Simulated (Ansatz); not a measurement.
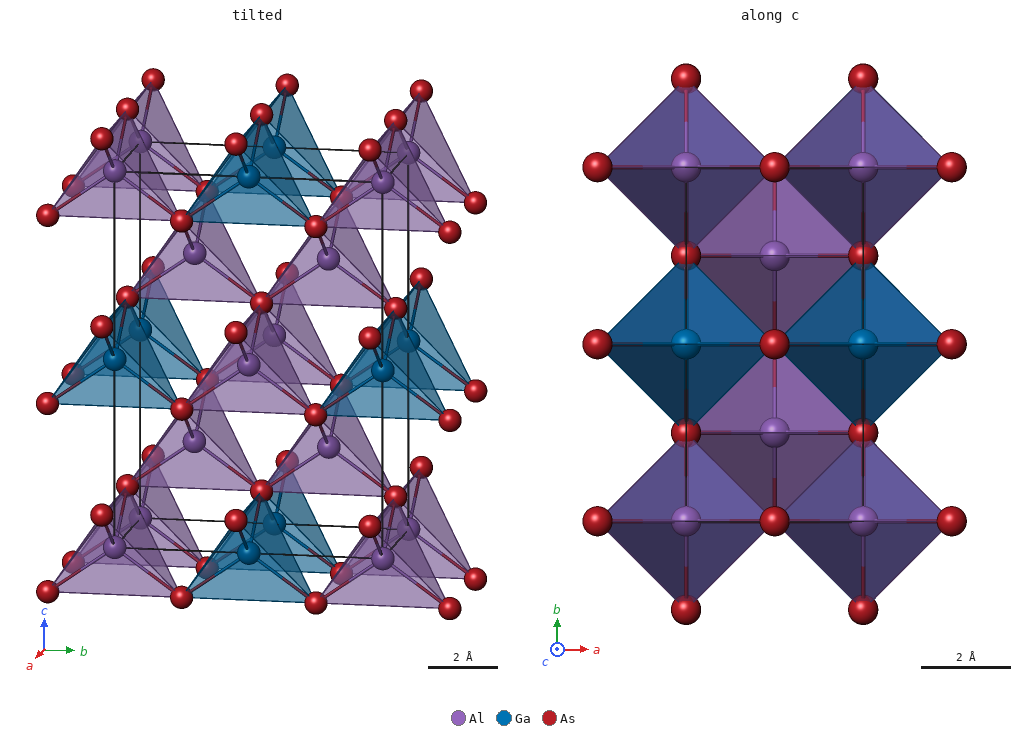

A polyhedral picture of a crystal structure, seen slightly off an axis and along the c axis. The conventional unit cell is outlined; an atom on or near a face, edge or corner is repeated at each equivalent position. Some atoms of the next cells are drawn as well.

Al3GaAs4, space group Amm2 (No. 38), a = 4.016 Å, b = 8.028 Å, c = 11.342 Å, α = 90.00°, β = 90.00°, γ = 90.00°. The structure was taken from a structure type filled with these elements by a generator (whether the compound takes this form wasn't checked). Earlier steps of the study, as a rule a relaxation of our own, may have changed the cell and positions, so they can lie some per cent off the listed ones. It was the input of a calculation with Ansatz.

This one geometry was computed with Ansatz (DFT, plane waves, PAW) at five levels of theory: r2SCAN, PBE with spin-orbit coupling, HSE06, PBE0 and PBE. It was relaxed beforehand with r2SCAN.

Which level gives the highest pressure at this volume, and what does that say about its equilibrium volume?

Highest: PBE with spin-orbit coupling (2.1 GPa) and PBE (2.1 GPa), which points to the largest equilibrium volume. Lowest, with the smallest volume: r2SCAN (0.0 GPa), HSE06 (0.3 GPa) and PBE0 (0.2 GPa). Levels within 0.5 GPa of each other can't be told apart.

How does the band gap change with the level of theory?

PBE with spin-orbit coupling: a gap of 1.05 eV, direct; PBE: a gap of 1.14 eV, direct; r2SCAN: a gap of 1.57 eV, direct; HSE06: a gap of 1.96 eV, direct; PBE0: a gap of 2.62 eV, direct.

Collect the results in a table.

| level | cutoff (eV) | k-mesh of the run's cell | gap (eV) | pressure (GPa) |
| --- | --- | --- | --- | --- |
| r2SCAN | 500 | 6×4×4 | 1.57 | 0.0 |
| PBE with spin-orbit coupling | 420 | 6×4×4 | 1.05 | 2.1 |
| HSE06 | 420 | 4×2×2 | 1.96 | 0.3 |
| PBE0 | 420 | 4×2×2 | 2.62 | 0.2 |
| PBE | 420 | 6×4×4 | 1.14 | 2.1 |

Gaps are taken on the k-mesh or band path of each run.
